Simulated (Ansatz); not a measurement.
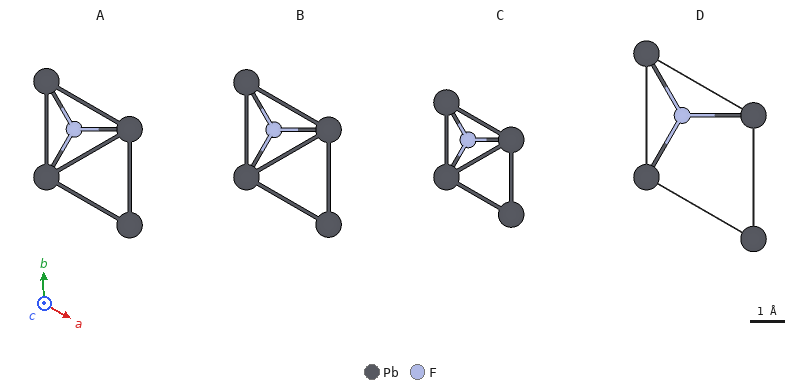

4 geometries from one relaxation of a crystal of PbF2 (built on the MoS2-187 type type), in shuffled order. A ball-and-stick model of the cell of the calculation, seen along the c axis.

All numbers below come from DFT, PBEsol, plane waves, PAW (Ansatz). (plane-wave cutoff 420 eV; k-point mesh 9 × 9 × 2; occupations fermi dirac; smearing width 0.03 eV; no spin polarisation; cell and atoms relaxed; force threshold 0.01 eV/Å; at most 120 steps)

### Put them in the order of the run, from the start to the converged end.

C, B, A, D. They are steps 0, 9, 18, 56, at +15688 meV per atom, +1503 meV per atom, +1376 meV per atom relative to the last. The largest moves relative to the cell, 0.70 Å, are those of F atoms. Pb stays in place. The drawn cell changes as follows: a = b 2.223 → 3.676 Å (+65.4 %), c 12.100 → 6.368 Å (−47.4 %); the volume changes by +44.0 %. Among the contacts that change: Pb–Pb 2.223 → 3.676 Å, F–Pb 1.679 → 2.473 Å. Bond angles that change, for instance: F–Pb–F 80.3° → 61.8°, Pb–F–Pb 82.9° → 96.0°, F–Pb–F 82.9° → 96.0°. The space group stays P-6m2 (No. 187). After 44 accepted moves (56 points after the start) the energy has fallen by 15688 meV per atom. The largest force component goes from 49 to 0.003 eV/Å. The pressure goes from 366.17 to 0.02 GPa. The line search rejected the trial steps at points 14, 20, 21 of the run. The SCF was repeated 9 times at an unchanged geometry on a basis and grid sized afresh for the cell, which shifted the energy by 480 meV per atom at most. Cost: 75 s on 2 threads of Intel(R) Xeon(R) Platinum 8375C CPU @ 2.90GHz (Ice Lake), on a shared host, peak memory 0.42 GiB.

Limits of the set-up: layers or molecules are held without a dispersion correction, so their spacing is unreliable.
